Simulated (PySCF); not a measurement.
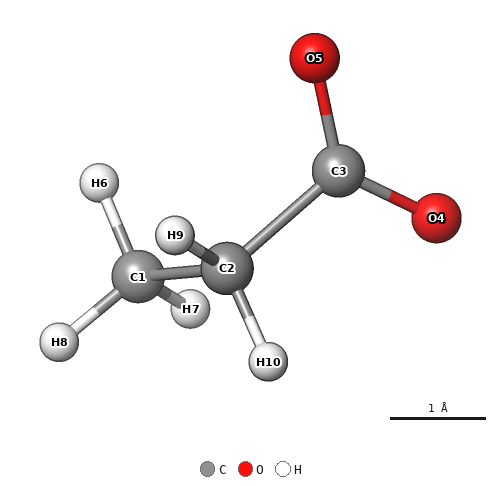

Figure 1. The structure (ball-and-stick view, seen at a tilt; atoms are numbered from 1 in the order of the input). Bond lengths as drawn: C–C 1.52 to 1.59 Å, C–H 1.09 to 1.10 Å and C–O 1.24 Å.

# Run report: C₃H₅O₂ (charge −1), single-point calculation

- system: C₃H₅O₂ (propionate anion), charge −1, SMILES CCC(=O)[O-]
- method: B3LYP/6-31G*, RKS (PySCF 2.14.0)

The geometry comes from this level: GFN2-xTB.

**Log**
```
[file] SyntaxWarning: invalid escape sequence '\W'
  S = {(paw_set(r)[0], bool(re.search(r"spin_orbit\W+true|paw_fr", str((r.get("files") or {}).get("input") or "")) or re.search("(?i)spin.orbit\W+(value\W+)?(true|yes)|value\W+spin-orbit", json.dumps(r.get("inputs"), default=str)))) for r in records}
converged SCF energy = -267.80605974739
E = -267.8060597474 Eh
```

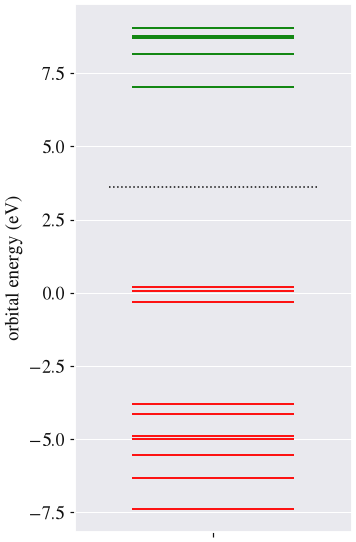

Figure 2. Orbital energies near the frontier; the dotted line parts filled from empty levels, and levels within 0.02 eV of each other stand side by side. Highest filled 0.18 eV, lowest empty 7.04 eV, 6.86 eV apart.

This output came from the following input.

**The input (job.py)**
```python
# propionate anion
from pyscf import gto, dft

mol = gto.M(
    atom='''
C       -0.868510      -0.618240       0.453690
C        0.548220      -0.077570       0.322950
C        0.627690       0.904740      -0.926290
O        0.981000       0.382810      -1.992740
O        0.317830       2.081770      -0.697020
H       -1.566920       0.208370       0.578420
H       -1.142310      -1.162260      -0.449370
H       -0.973500      -1.294370       1.309550
H        0.822870       0.474900       1.226260
H        1.253630      -0.900160       0.174560
''',
    verbose=3,
    spin=0,
    basis='6-31g*',
    charge=-1,
    max_memory=1860,
)

mf = dft.RKS(mol, xc='b3lyp')
mf.grids.level = 5
mf.conv_tol = 1e-10
mf.kernel()
if not mf.converged:
    mf = mf.newton().run(mf.mo_coeff, mf.mo_occ)

energy = mf.e_tot
print('E = %.10f Eh' % energy)
```

Launched with:
```bash
OMP_NUM_THREADS=1 python job.py
```

**Key numbers**

```tsv
quantity	value
outcome	converged
total energy	−267.806060 hartree
basis functions	80
HOMO	0.18 eV
LUMO	7.04 eV
hardware	1 thread of Arm Neoverse V1, 24 GiB of memory available, shared host
wall time	21 s
peak memory	0.4 GiB
```

**Remarks**

Further notes kept with the run: dipole of an ion depends on the origin.
